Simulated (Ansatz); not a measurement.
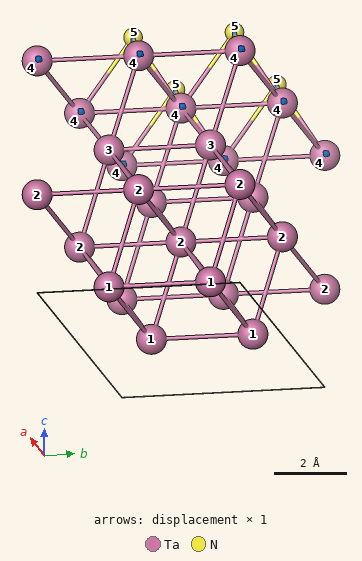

A constrained relaxation of a slab of composition Ta$_{4}$N (cut from the Im-3m phase). The starting structure is drawn; blue arrows show the displacements, at their true length.

Style: ball-and-stick. Shown: the 2 × 2 repeat of the cell, outlined in the plane, without the vacuum, from a free direction.

Case: N put at a hollow Ta-Ta-Ta site. The slab is the (1 1 0) face of Ta with N on it. 2 atoms are held fixed.

Method: DFT PBEsol, scalar-relativistic, plane waves, PAW (Ansatz). Set-up: plane-wave cutoff 420 eV; k-point mesh 11 × 11 × 1; occupations gaussian; smearing width 0.1 eV; no spin polarisation; dipole correction; atoms relaxed in a fixed cell; force threshold 0.03 eV/Å; at most 70 steps.

Describe the change and its energy.

The atom that moves furthest is N5 (0.75 Å along the normal (−c)). Largest moves by element: N 0.75 Å, Ta 0.25 Å. The cell stays as it was. Among the contacts that change: Ta4–N5 2.598 → 1.959 Å, Ta4–N5 (another image) 3.609 → 3.036 Å, Ta4–N5 (another image) 2.419 → 1.958 Å, Ta3–Ta4 3.210 → 3.458 Å. Bond angles that change, for instance: Ta4–N5–Ta4 78.3° → 113.7°, Ta4–N5–Ta4 68.9° → 93.0°. The energy falls by 3.874 eV per cell of the calculation in 5 accepted moves (6 points after the start). Largest force component: 4.7 eV/Å at the start, 0.014 eV/Å at the end. 1 step only repeated the SCF at the same geometry. Cost: 66 s on 2 threads of Intel(R) Xeon(R) Platinum 8488C (Sapphire Rapids), with other jobs on the host, peak memory 0.57 GiB.

Limits of the set-up: the cell has an odd number of electrons but was run without spin polarisation; the periodic images lie only 2.8 Å apart, so the values are limited by the cell's size.
